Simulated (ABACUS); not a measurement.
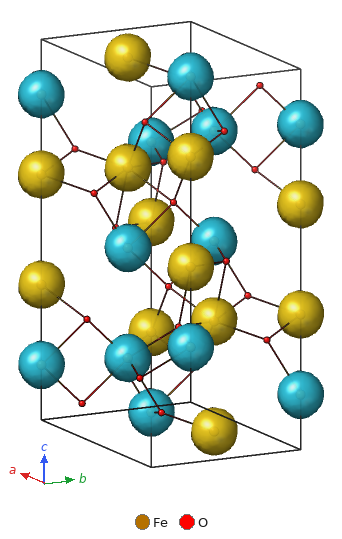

Figure. Fe$_{2}$O$_{3}$. Isosurfaces of the spin density (up minus down) at +0.4 (yellow) and −0.4 e/Å³ (cyan), seen at an oblique angle. Sticks mark near contacts.

Space group R-3c; spin-polarised.

The calculation used Kohn-Sham DFT of a periodic cell, PBE, PseudoDojo NC SR 0.4.1 PBE standard (ABACUS).

Core electrons are replaced by pseudopotentials, and the valence fields are smoothed inside the atomic spheres.

**Which atoms carry the moments, and with what signs?**

The spin density sits on Fe: +3.8 μB (×6) and −3.8 μB (×6) in one cell of 30 atoms: antiferromagnetic in this solution, which needn't be the ground state, with some nearest magnetic neighbours parallel and some opposed. The cell of the calculation (10 atoms) carries 0.0 μB of net spin moment.
